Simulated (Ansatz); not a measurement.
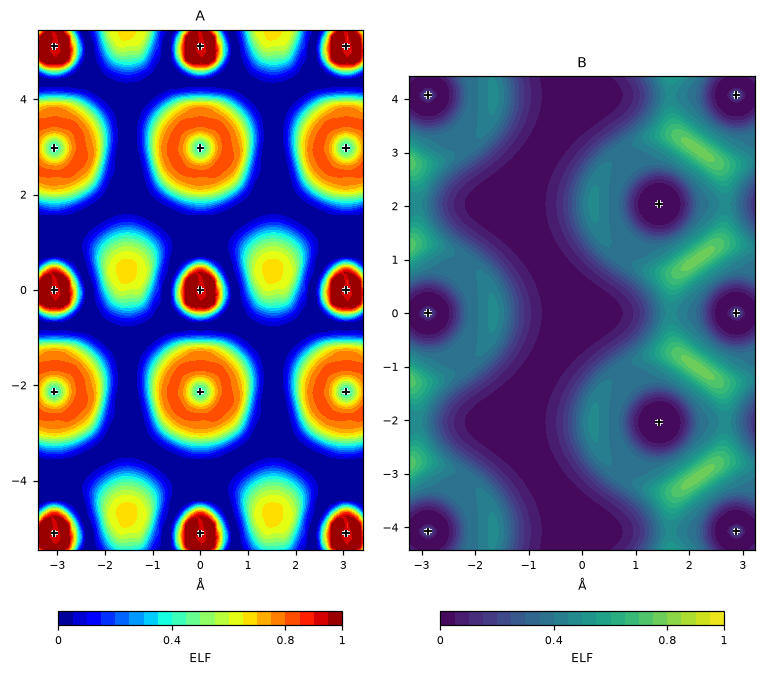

The electron localisation function of 2 systems, each on a plane through atoms (crosses mark nuclei in the plane).

Level of theory: DFT PBE, scalar-relativistic, plane waves, PAW in Ansatz.

System 1: LiF, the (100) plane of the conventional cell. Space group P6₃mc; a structure from a database of computed crystals, not necessarily the ambient phase; changed on purpose from its base cell (shift of Li1 along [0 0 1], its symmetry partners moved alike: +0.150 A in the relaxed cell; c/a of the conventional cell at fixed volume 1.6685); not relaxed (largest force 0.3 eV/Å).

```yaml
crystal:
  lattice:
    - [3.06194, 0.00000, 0.00000]
    - [-1.53097, 2.65172, 0.00000]
    - [0.00000, 0.00000, 5.10885]
  atoms:
    - { symbol: Li, position: [0.33333, 0.66667, 0.41167] }
    - { symbol: Li, position: [0.66667, 0.33333, 0.91167] }
    - { symbol: F, position: [0.33333, 0.66667, 0.99393] }
    - { symbol: F, position: [0.66667, 0.33333, 0.49393] }
```

System 2: Ge, the (011) plane of the conventional cell. Space group Fd-3m.

> Match each panel to its system.

Panel A is system 1, LiF: the plane holds Li and F. Panel B is system 2, Ge: the plane holds Ge. Ge–Ge (2.49 Å): the ELF peaks at about 0.75 between the atoms.
